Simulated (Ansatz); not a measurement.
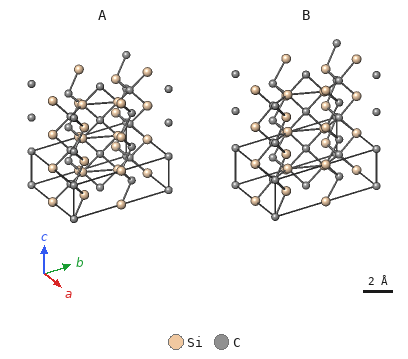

Two geometries of a crystal of SiC (a generated structure, set up in Pbam) (coarse preliminary run), drawn at one scale. One is the start of a relaxation, the other its converged end. Style: ball-and-stick. Shown: the cell of the calculation, repeated 1 × 1 × 3 with one cell outlined, from a free direction.

The calculation used DFT PBE, scalar-relativistic, plane waves, PAW in Ansatz. (plane-wave cutoff 420 eV; k-point mesh 4 × 2 × 6; occupations gaussian; smearing width 0.1 eV; no spin polarisation; cell and atoms relaxed; force threshold 0.04 eV/Å; at most 70 steps)

**Which geometry has the lower energy?**

Structure B is the relaxed one. The largest moves relative to the cell, 0.17 Å, are those of C atoms. Largest moves by element: C 0.17 Å, Si 0.04 Å. The drawn cell changes as follows: a 5.568 → 5.217 Å (−6.3 %), b 7.679 → 8.203 Å (+6.8 %), c 2.675 → 2.934 Å (+9.7 %); the volume changes by +9.8 %. Near-neighbour distances that change, for instance: C–Si 1.826 → 1.955 Å, Si–Si 2.485 → 2.560 Å, C–Si 1.816 → 1.849 Å, C–Si 1.828 → 1.819 Å. Among the angles between lasting bonds that change: C–Si–C 122.0° → 112.5°, Si–C–Si 113.0° → 121.6°, Si–Si–C 125.1° → 133.5°. The space group stays Pbam (No. 55). After 6 accepted moves (9 points after the start) the energy has fallen by 3.060 eV per cell of the calculation. The largest force component goes from 2.2 to 0.0011 eV/Å. The pressure goes from 33.64 to 0.02 GPa. The line search rejected the trial step at point 3 of the run. The SCF was repeated twice at an unchanged geometry on a basis and grid sized afresh for the cell, which shifted the energy by 66.1 meV per cell of the calculation at most. Cost: 71 s on 1 thread of Intel(R) Xeon(R) Processor, with other jobs on the host, peak memory 0.44 GiB.

Limits of the set-up: the k-point mesh is coarse for a cell with partly filled bands.
